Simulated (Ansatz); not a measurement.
**A series of single points on O**

System: O (2 atoms in the cell).
Method: Kohn-Sham DFT of a periodic cell, PBE, all-electron LAPW, scalar-relativistic, no spin polarisation (Ansatz 0.2.0).

The 7 runs differ only in the geometry, by an even scaling of the cell at fixed fractional positions. The structure derives from a Materials Project entry.

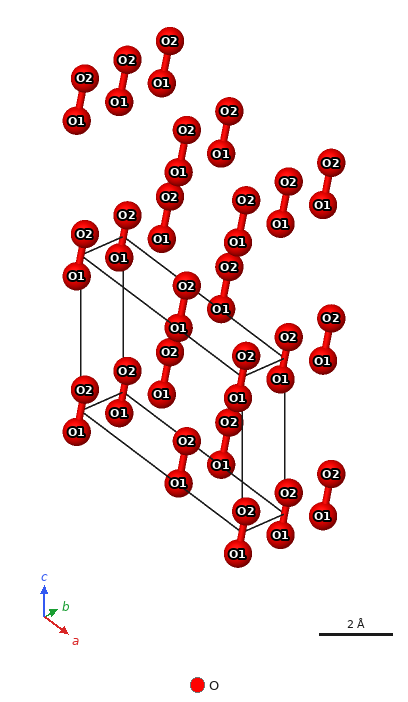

Figure 1. The structure of run 4 (ball-and-stick view of the cell 2 times as large as that of the calculation, set on its symmetry axes, repeated 1 × 2 × 2, seen slightly off an axis; atoms are numbered from 1 in the order of the input).

## Input of run 4
```yaml
crystal:
  lattice:
    - [2.8514028533, -1.66241594, 0.0]
    - [2.8514028533, 1.66241594, 0.0]
    - [-2.3944914034, 0.0, 3.6470501824]
  atoms:
    - { symbol: O, position: [0.97454617, 0.97454617, 0.84442598] }
    - { symbol: O, position: [0.02545383, 0.02545383, 0.15557402] }
kpoints:
  mp_grid: { grid: [10, 10, 7] }
scf:
  occupations: { method: fermi_dirac, width: 0.05 }
hamiltonian:
  xc: pbe
  pseudopotentials: { kind: all_electron, lapw: { basis_error: 0.0005 } }
output:
  forces: true
  stress: true
  eigenvalues: true
```

Command:
```bash
ansatz run input.yaml --threads 1 --pin off --max-ram 3072MiB --backend cpu --events-out ev --progress --plain --runs-dir out
```

Run 5 differs from it as follows:
```diff
-    - [2.8514028533, -1.66241594, 0.0]
-    - [2.8514028533, 1.66241594, 0.0]
-    - [-2.3944914034, 0.0, 3.6470501824]
+    - [2.8702868662, -1.6734256379, 0.0]
+    - [2.8702868662, 1.6734256379, 0.0]
+    - [-2.4103494245, 0.0, 3.6712035365]
```

## Results, with one run withheld

```tsv
run	volume per atom (Å³)	free energy per atom, from the lowest run given (meV)	pressure (GPa)
1	16.251	1.62	1.41
2	16.596	0.00	0.11
3	16.942	1.04	−1.06
4	17.288	4.48	−2.11
5	17.634	?	?
6	17.979	17.62	−3.91
7	18.325	26.91	−4.68
```

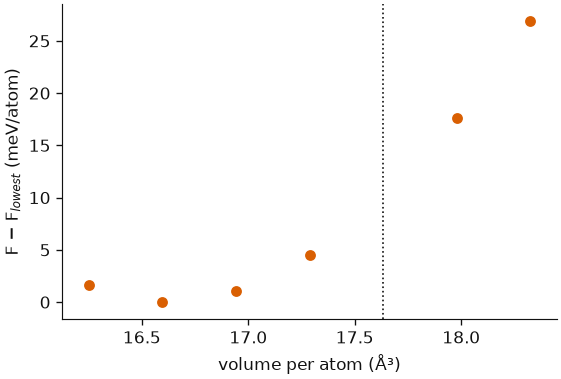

Figure 2. Free energy per atom of the runs given; the dotted line marks run 5.

What should run 5 give?

A cubic polynomial in V^(−2/3) (the Birch–Murnaghan form), fitted to the 6 runs given, misses them by under 0.01 meV per atom. With x = V^(−2/3) − 0.15005 Å⁻², it reads F = 3.4478 − 2006.6 x + 2.904e+05 x² + 1.1689e+05 x³ (meV per atom). At run 5 it gives 10.09 meV per atom, and the run itself gives 10.08. The slope of the fit gives a pressure −dF/dV of −3.06 GPa there, and the run prints −3.06 GPa. The fit has its minimum at 16.628 Å³ per atom, where V d²F/dV² gives 58.8 GPa. Cell shape and fractional positions are held, so this is the stiffness under even scaling; the relaxed bulk modulus wasn't computed and can be far lower in a crystal of layers, chains or molecules like this one.

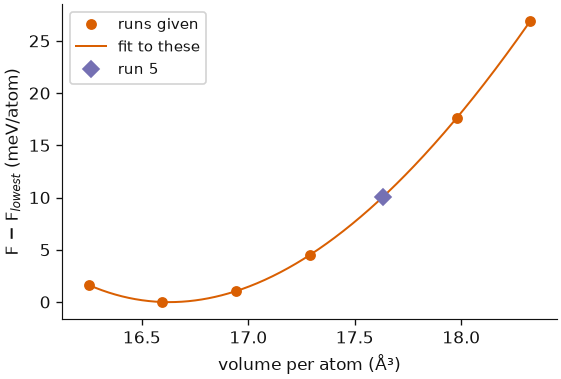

Figure 3. The fit and the withheld run.

## Output, shortened to warnings, some set-up lines, iterations and results (run 5)
```
Basis set: ecut = 929.9638739116226 eV, 2283 PW (Γ), exchange–correlation at level 2
Symmetry: 4 space group operations
k-points: 196 of 700
Initial density: superposition of atomic densities (chi_scale 0.1, normalization cell)
[...]
SCF iter   1: F=—  HF=-4091.229224 eV  |F-HF|=—  |Δ(HF+E_count)|=         —  Δρ=4.61e-2  dr2=3.87e-1  ethr=2.44e-3  ⟨swp⟩=2.1  Hψ=15035  notcnv=0
SCF iter   2: F=—  HF=-4090.955886 eV  |F-HF|=—  |Δ(HF+E_count)|=   2.73e-1  Δρ=3.91e-2  dr2=1.40e-1  ethr=2.42e-3  ⟨swp⟩=3.0  Hψ=7840  notcnv=0
SCF iter   3: F=—  HF=-4090.976015 eV  |F-HF|=—  |Δ(HF+E_count)|=   2.01e-2  Δρ=1.58e-2  dr2=1.97e-2  ethr=8.74e-4  ⟨swp⟩=3.0  Hψ=7840  notcnv=0
SCF iter   4: F=—  HF=-4091.021519 eV  |F-HF|=—  |Δ(HF+E_count)|=         —  Δρ=5.61e-3  dr2=6.97e-3  ethr=1.23e-4  ⟨swp⟩=3.0  Hψ=7149  notcnv=0
SCF iter   5: F=—  HF=-4091.020936 eV  |F-HF|=—  |Δ(HF+E_count)|=   5.83e-4  Δρ=4.10e-3  dr2=2.33e-3  ethr=4.36e-5  ⟨swp⟩=3.0  Hψ=6741  notcnv=0
SCF iter   6: F=—  HF=-4091.022907 eV  |F-HF|=—  |Δ(HF+E_count)|=   1.97e-3  Δρ=6.14e-4  dr2=9.13e-5  ethr=5.71e-7  ⟨swp⟩=2.0  Hψ=11956  notcnv=0
SCF iter   7: F=—  HF=-4091.023168 eV  |F-HF|=—  |Δ(HF+E_count)|=   2.61e-4  Δρ=1.90e-4  dr2=1.71e-5  ethr=5.71e-7  ⟨swp⟩=2.0  Hψ=5338  notcnv=0
SCF iter   8: F=—  HF=-4091.023180 eV  |F-HF|=—  |Δ(HF+E_count)|=   1.17e-5  Δρ=2.77e-5  dr2=2.96e-7  ethr=1.07e-7  ⟨swp⟩=3.0  Hψ=6468  notcnv=0
SCF iter   9: F=-4091.023180 eV  HF=-4091.023180 eV  |F-HF|=3.12e-9  |Δ(HF+E_count)|=   3.15e-7  Δρ=5.15e-6  dr2=5.23e-9  ethr=1.85e-9  ⟨swp⟩=3.0  Hψ=6758  notcnv=0
SCF 1 converged in 9 iterations: F = -4091.023180 eV  dr2 = 5.23e-9
SCF converged after 9 iterations
Free energy (F): -4091.023180 eV
Harris-Foulkes:  -4091.023180 eV  (|F-HF|=3.12e-9)
Internal energy: -4090.968443 eV  (E = F + TS)
E sigma→0 (E₀):  -4090.995812 eV
Entropy (-TS):   -0.054737 eV (-27.368 meV/atom)
Fermi energy:    -0.600081 eV
--- Per-component energies (eV) ---
  E_band       = -2166.029272
  E_kinetic    = 4082.803306
  E_xc         = -457.848398
  E_electrostatic = -7715.923352  (all electrons and nuclei)
  E_smearing   = -0.054737  (= −TS)
  E_closure    = 0.000000  (closes the sum)
  E_atoms      = -4081.807007  (free atoms, spherical and without spin; not in F)
  Σ components = -4091.023180   (vs F -4091.023180, Δ=0.00e0)
  Basis errors (estimates in eV, not in F): energy 3.0e-4 per atom: plane waves 2.8e-4 (1.8e-4 summed), levels above the bands 3.0e-109, relativity 2.5e-8, radial functions 1.8e-5, core shells 0.0e0; eigenvalues (radial functions only) 5.5e-7; not estimated: angular momenta, meshes, grids; target …
--- Forces (eV/Å), atoms counted from 1 ---
  atom   1  O     -0.45644819     0.00000000     0.71197963
  atom   2  O      0.45644819    -0.00000000    -0.71197963
  max |Σ_I F_I| component: 0.00e0 eV/Å
--- Stress (GPa, compression-positive) ---
       -0.398014       0.000000       2.378649
        0.000000      -2.854385       0.000000
        2.378649       0.000000      -5.928228
  P = ⅓ Tr σ = -3.0602 GPa (-30.602 kbar)
```
